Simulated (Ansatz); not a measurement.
# CCSD(T)/STO-3G run of CHF3 (trifluoromethane)

What is the energy change on altering one bond length of CHF3 (trifluoromethane) at CCSD(T)/STO-3G? 

The calculation is run with Ansatz 0.2.0.

55 further runs of the same task are left out: 7 that didn't finish, 48 set aside as unsound or not needed.

## 1. Starting point

CHF3: 5 atoms, total charge 0, spin state singlet. SMILES: `FC(F)F`. The shape is that of a GFN2-xTB optimisation.

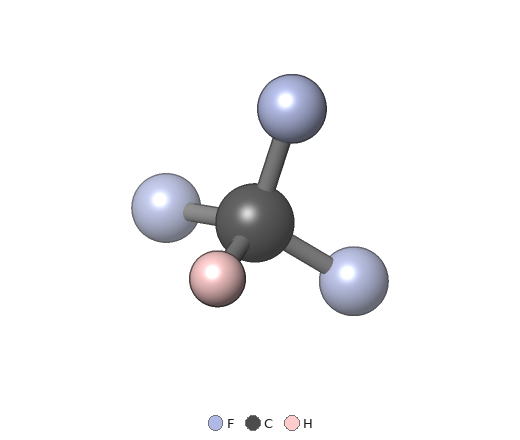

Viewed from a chosen angle; fluorine light blue, carbon dark grey, hydrogen pink.

## 2. The energy at CCSD(T)/STO-3G

job.yaml reads:

```yaml
crystal:
  periodic: [false, false, false]
  atoms:
    - symbol: F
      position_ang: [-0.667670, -0.332390, 1.075060]
    - symbol: C
      position_ang: [0.018950, 0.054610, 0.006800]
    - symbol: F
      position_ang: [1.042420, -0.774930, -0.157420]
    - symbol: F
      position_ang: [-0.771270, -0.038770, -1.056390]
    - symbol: H
      position_ang: [0.377570, 1.091490, 0.131950]
basis:
  gaussian:
    orbitals: STO-3G
scf:
  omitted_lower_state_checks: [cluster_reference, increment]
correlation:
  method: ccsd_t
  frozen_orbitals: {C: 1, F: 1, H: 0}
accuracy: high
```

Launch:

```console
$ ansatz run job.yaml --threads 1 --pin off --max-ram 2610MiB --events-out events.jsonl --progress --plain --runs-dir runs
```

Log, cut to the lines that bear on the results:

```text
Warning: RAYON_NUM_THREADS=1 ignored (pool sized by the plan → 1); use --threads N
Functional definition: HF
  name "HF"
[...]
395 factors; integrals over basis functions are off by at most 3.5e-8 eV
[...]
mean field -9036.70361876 eV, -332.0927326918 hartree, gradient 1.3e-8 eV, S^2 0.000000; 0 other end points of the search recorded, 0 dependent functions left out
4 core orbitals not correlated: weight in the atoms' cores, before any rotation towards them, 1.000 or more for the frozen orbitals, at most 0.000 for the correlated occupied ones
reference -9036.70361876 eV, -332.0927326918 hartree; 13, 13 occupied and 4, 4 virtual orbitals, 395 factors
second order -2.56458112 eV of doubles, -0.00000000 eV of singles
cycle   1  -2.99215325 eV  change   -4.3e-1 eV  update   6.2e-2
[...]
cycle  17  -3.25090767 eV  change  -7.0e-10 eV  update   1.4e-9
perturbative correction -0.10160246 eV, -0.0037338217 hartree
Total energy: -9040.05612890 eV, -332.2159351668 hartree
Checks for a lower state left out: cluster_reference, increment
```

Wall time 0.37 s (1 thread of Arm Neoverse V1, shared host).

## 3. The distorted shape, same level

run.yaml reads:

```yaml
crystal:
  periodic: [false, false, false]
  atoms:
    - {symbol: F, position_ang: [-0.839304, -0.429128, 1.342092]}
    - {symbol: C, position_ang: [0.018950, 0.054610, 0.006800]}
    - {symbol: F, position_ang: [1.042420, -0.774930, -0.157420]}
    - {symbol: F, position_ang: [-0.771270, -0.038770, -1.056390]}
    - {symbol: H, position_ang: [0.377570, 1.091490, 0.131950]}
basis:
  gaussian: {orbitals: STO-3G}
correlation: {method: ccsd_t, frozen_orbitals: {C: 1, F: 1, H: 0}}
accuracy: high
scf: {omitted_lower_state_checks: [cluster_reference, increment]}
```

Launch:

```console
$ ansatz run run.yaml --threads 1 --pin off --max-ram 2610MiB --events-out events.jsonl --progress --plain --runs-dir runs
```

Log, cut to the lines that bear on the results:

```text
Warning: RAYON_NUM_THREADS=1 ignored (pool sized by the plan → 1); use --threads N
[... 2 set-up lines as earlier in the session ...]
[...]
394 factors; integrals over basis functions are off by at most 5.4e-8 eV
[...]
mean field -9035.33325046 eV, -332.0423725854 hartree, gradient 2.3e-8 eV, S^2 0.000000; 0 other end points of the search recorded, 0 dependent functions left out; unrestricted orbitals would lower it
4 core orbitals not correlated: weight in the atoms' cores, before any rotation towards them, 1.000 or more for the frozen orbitals, at most 0.000 for the correlated occupied ones
reference -9035.33325046 eV, -332.0423725854 hartree; 13, 13 occupied and 4, 4 virtual orbitals, 394 factors
second order -3.05698340 eV of doubles, -0.00000000 eV of singles
cycle   1  -3.63360982 eV  change   -5.8e-1 eV  update   8.0e-2
[...]
cycle  21  -4.02411764 eV  change    2.1e-9 eV  update   1.2e-9
perturbative correction -0.12749289 eV, -0.0046852774 hartree
Total energy: -9039.48486099 eV, -332.1949414586 hartree
Checks for a lower state left out: cluster_reference, increment
```

Run time: 0.38 s. Hardware: 1 thread of Arm Neoverse V1, shared host.

## 4. Outcome

At CCSD(T)/STO-3G, 4 core orbitals frozen:

| quantity | value |
| --- | --- |
| first shape: total energy | -332.21594 Eh |
| first shape: correlation energy (4 core orbitals frozen) | -123.2 mEh |
| first shape: (T) correction | -3.73 mEh |
| first shape: T1 diagnostic | 0.008 |
| distorted shape: total energy | -332.19494 Eh |
| distorted shape: correlation energy (4 core orbitals frozen) | -152.6 mEh |
| distorted shape: (T) correction | -4.69 mEh |
| distorted shape: T1 diagnostic | 0.009 |
| energy change with the F1–C2 bond stretched from 1.328 to 1.659 Å | 0.571 eV |

What this shows: With the F1–C2 bond stretched from 1.328 to 1.659 Å the energy rises by 0.57 eV (13.2 kcal/mol). The first shape isn't relaxed at this level, so the change isn't measured from a minimum. The minimal basis adds a large error of its own. The triples (first shape) make up 3.0 % of the correlation energy. The restricted solution (distorted shape) is unstable to spin breaking: an unrestricted one lies lower. The triples (distorted shape) make up 3.1 % of the correlation energy.
